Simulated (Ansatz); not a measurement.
# Al (slab): what the fields show

```
Al
1.0
     5.29313    0.00000    0.00000
     0.00000    5.68022    0.00000
     0.00000    0.00000   28.29709
Al
12
Direct
  0.89487 0.20802 0.56057
  0.38414 0.34246 0.58340
  0.88564 0.68811 0.58331
  0.39616 0.82223 0.56047
  0.64518 0.09158 0.64794
  0.06410 0.42744 0.65701
  0.56380 0.60707 0.65678
  0.14515 0.94312 0.64736
  0.28067 0.14924 0.73263
  0.75501 0.38436 0.73712
  0.25675 0.64703 0.73723
  0.78184 0.88156 0.73260
```

Not relaxed (largest force 0.7 eV/Å).

These are results of DFT PBE, scalar-relativistic, plane waves, PAW (Ansatz 0.2.0), not measurements.

Core electrons are frozen (PAW), and the valence fields are smoothed inside the atomic spheres.

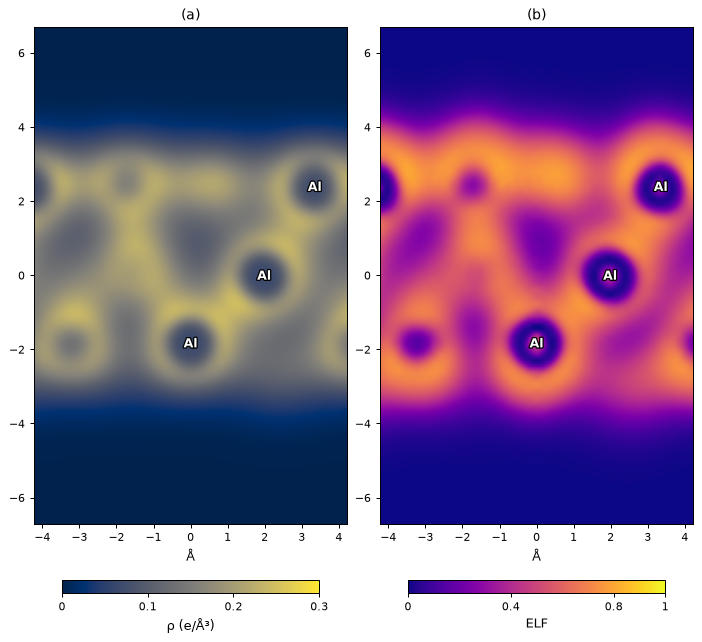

Figure 1. (a) valence pseudo-density; (b) electron localisation function on the (110) plane of the calculation cell, a cut from vacuum to vacuum.

Read the bonding off the picture.

Atoms in the plane: Al.
Atoms just off the plane (Al, 0.6 Å away) can leave unmarked features too.
Al–Al (2.70 Å): ρ is about 0.24 e/Å³ halfway; the ELF peaks at about 0.75 between the atoms.
Al–Al (2.77 Å): ρ is about 0.23 e/Å³ halfway; the ELF peaks at about 0.75 between the atoms.
The density dies away to nearly zero in the vacuum.

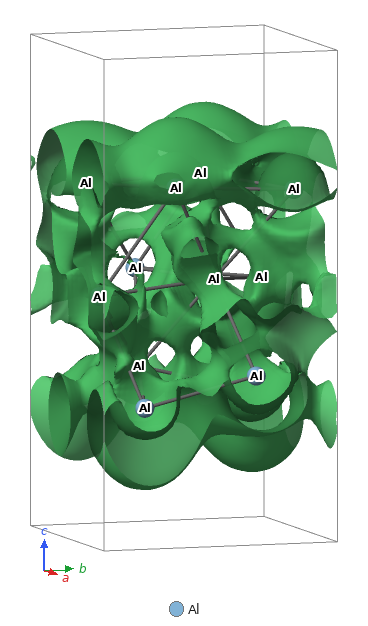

Figure 2. Isosurface of the electron localisation function at 0.6 (green), seen slightly off an axis. Only the valence region is drawn (cores and ρ < 0.01 e/Å³ removed). Sticks mark near contacts.

Describe the localisation domains.

At this value the surface marks out sheets that run through the cell in two directions, counted in one cell of 12 atoms. Counts are for one cell; the picture repeats the cell along the surface. There are no localised bonds or lone pairs at this value.

Metal or insulator at this level of theory?

It is metallic or semimetallic at this level of theory: no gap opens.
